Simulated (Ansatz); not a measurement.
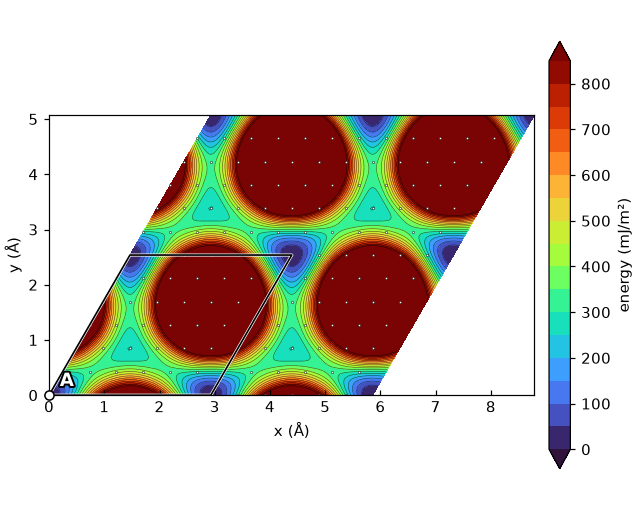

Ti3Al (P-6m2, No. 187; 8 atoms in the cell). Gamma surface: rigid slide across a plane, one fault a cell; the plane is (0 0 1) of the conventional cell, and the faces at the cut hold Ti and Al. Places are given modulo a cell vector. The map is drawn in real space over the plane of the slide. Nothing is relaxed (rigid halves, spacing across the cut fixed). Grid: 6 × 6 points; 10 points were computed and 26 follow by symmetry. Energies: mJ/m², counted from the lowest grid point. Level of theory: DFT PBE, scalar-relativistic, plane waves, PAW (Ansatz 0.2.0). Settings: cutoff 520 eV, k-mesh 15×15×3 in the order of the run's cell vectors, gaussian smearing 0.15 eV, no spin polarisation.

Drawn: filled contours, dots at the grid points, the outline of one cell of the 2 × 2 shown, one colour for all values above the top of the scale, the point A. Between grid points the surface is interpolated.

What is the easiest way out of the well at A, and how high is the barrier?

The easiest path leads from the well at (0/6, 0/6) of the cell vectors to the well at (2/6, 2/6) of the cell vectors, about 250 mJ/m² higher. Its highest point lies about 340 mJ/m² above the bottom of the first well on the interpolated surface, at (1/6, 1/6) of the cell vectors. Seen from the upper well the barrier is about 89 mJ/m². The start is the relaxed structure and all else is held, so a fully relaxed path at this level can only be lower.

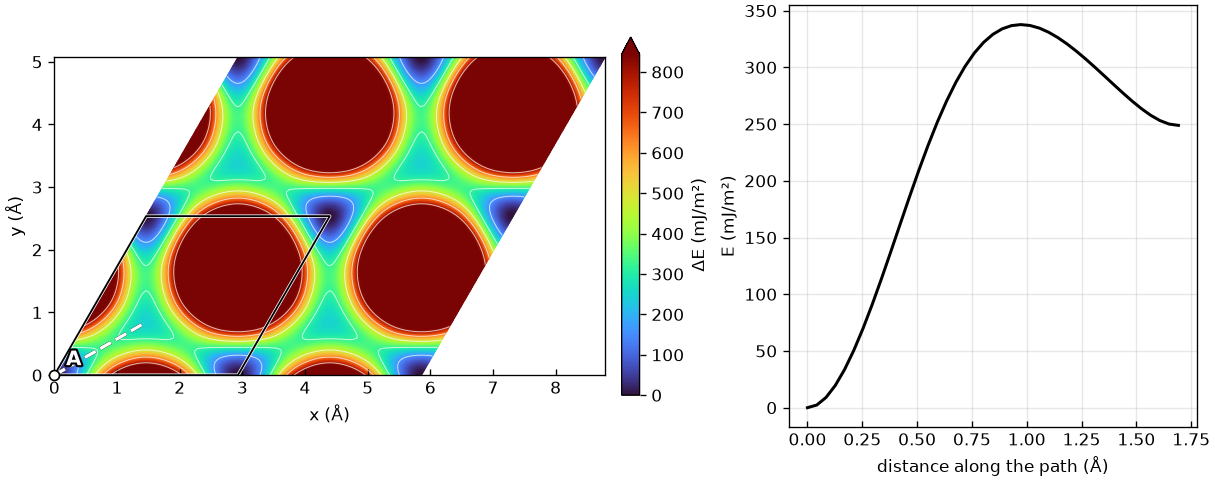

Drawn: a smooth colour map with a few white contour lines, a line along the lowest path, the outline of one cell of the 2 × 2 shown, one colour for all values above the top of the scale, the energy along the path at the right. Between grid points the surface is interpolated.
